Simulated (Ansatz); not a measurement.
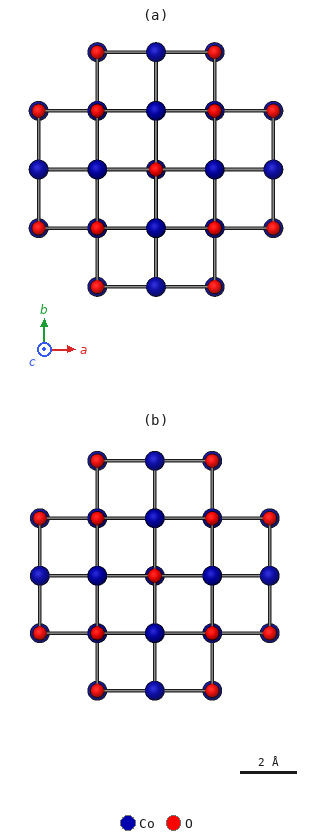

The structure of crystalline CoO (set up in Fm-3m) (coarse preliminary run) before (top) and after (bottom) a relaxation, at one scale.

The picture is a ball-and-stick view of the conventional cell (4 times the calculation's cell), seen along the c axis. Lengths and directions refer to the drawn axes.

The calculation used DFT PBEsol, scalar-relativistic, plane waves, PAW in Ansatz.

Input
```yaml
crystal:
  lattice:
    - [0.0, -2.1315, -2.1315]
    - [2.1315, 0.0, -2.1315]
    - [2.1315, -2.1315, 0.0]
  atoms:
    - { symbol: Co, position: [0.0, 0.0, 0.0], spin: 2.74 }
    - { symbol: O, position: [0.5, 0.5, 0.5], spin: 0.37 }
basis:
  ecutwfc: 420
kpoints:
  mp_grid: { grid: [8, 8, 8] }
hamiltonian:
  xc: pbesol
scf:
  occupations: { method: gaussian, width: 0.1 }
output:
  forces: true
  stress: true
  eigenvalues: true
  populations: true
magnetization:
  spin_polarized: true
relax:
  adjacent_minimum: "off"
  f_tol: 0.05
  max_steps: 80
  cell: { stress_tol: 0.5 }
```

Launched with:
```bash
ansatz run input.yaml --threads 2 --pin off --max-ram 5120MiB --backend cpu --events-out ev --progress --plain --runs-dir out
```

> What changed between the two?

After 3 accepted moves (4 points after the start) the energy has fallen by 22.8 meV per atom. All forces vanish by symmetry, so only the cell relaxes. Pressure: −11.08 GPa at the start and −0.45 GPa at the end. The SCF was repeated once at an unchanged geometry on a basis and grid sized afresh for the cell, which shifted the energy by 2.1 meV per atom at most. No atom moves by more than 0.005 Å relative to the cell. Cell: a = b = c 4.263 → 4.175 Å (−2.1 %). Volume −6.1 %. Near-neighbour distances that change, for instance: Co1–O2 2.131 → 2.087 Å. The space group stays Fm-3m (No. 225). Cost: 4.3 s on 2 threads of Arm Neoverse V2, on a shared host, peak memory 0.29 GiB.
